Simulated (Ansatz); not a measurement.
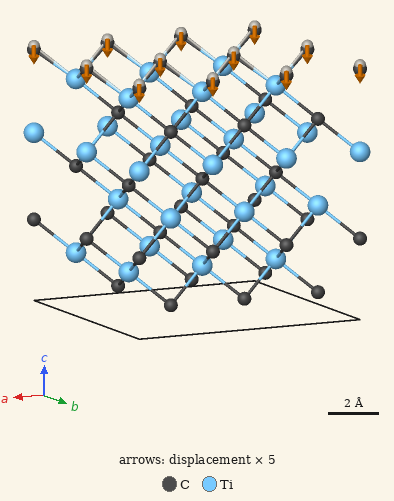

This is a constrained relaxation of a slab of composition Ti4C5 (cut from the Fm-3m phase). The starting structure is drawn faded, the final one solid; orange arrows show the displacements, magnified 5 times.

The picture is a ball-and-stick view of the 3 × 2 repeat of the cell, outlined in the plane, without the vacuum, seen from a free direction.

Case: clean slab, lower half held. The slab is the (1 1 1) face of TiC. 4 atoms are held fixed.

Computed with Ansatz 0.2.0, DFT r2SCAN, scalar-relativistic, plane waves, PAW.

Input
```yaml
crystal:
  lattice:
    - [3.060358149, 0.0, 0.0]
    - [-1.5301790745, 2.6503479017, 0.0]
    - [0.0, 0.0, 26.9950878602]
  atoms:
    - { symbol: C, position: [0.3333333333, 0.6666666667, 0.3148720998] }
    - { symbol: Ti, position: [0.6666666667, 0.3333333333, 0.3611540749] }
    - { symbol: C, position: [0.0, 0.0, 0.4074360499] }
    - { symbol: Ti, position: [0.3333333333, 0.6666666667, 0.453718025] }
    - { symbol: C, position: [0.6666666667, 0.3333333333, 0.5] }
    - { symbol: Ti, position: [0.0, 0.0, 0.546281975] }
    - { symbol: C, position: [0.3333333333, 0.6666666667, 0.5925639501] }
    - { symbol: Ti, position: [0.6666666667, 0.3333333333, 0.6388459251] }
    - { symbol: C, position: [0.0, 0.0, 0.6851279002] }
basis:
  ecutwfc: 500
kpoints:
  mp_grid: { grid: [12, 12, 1] }
hamiltonian:
  xc: r2scan
scf:
  occupations: { method: gaussian, width: 0.1 }
output:
  forces: true
  eigenvalues: true
  write_density: true
  write_potential: true
  elf: true
  volumetric_format: npy
relax:
  adjacent_minimum: "off"
  f_tol: 0.03
  max_steps: 70
  constraints: [{ sites: [0, 1, 2, 3] }]
efield:
  axis: 3
  dipole_correction: true
  ramp_width: 0.04
```

Command:
```bash
ansatz run input.yaml --threads 2 --pin off --max-ram 5120MiB --backend cpu --events-out ev --progress --plain --runs-dir out
```

> Atoms of which element are displaced furthest, and by how much?

Carbon: up to 0.16 Å, against 0.00 Å for titanium.

> What happened in the run?

The atom that moves furthest is C9 (0.16 Å along the normal (−c)). Ti stays in place. The lattice vectors keep their values. Among the contacts that change: Ti8–C9 2.164 → 2.073 Å, C7–Ti8 2.164 → 2.173 Å, Ti6–Ti8 3.060 → 3.066 Å. Bond angles that change, for instance: C9–Ti8–C9 90.0° → 95.2°, Ti8–C9–Ti8 90.0° → 95.2°, C7–Ti8–C9 180.0° → 175.9°. Over 4 geometry steps the energy falls by 93.3 meV per cell of the calculation. Largest force component: 1.1 eV/Å at the start, 0.0085 eV/Å at the end.
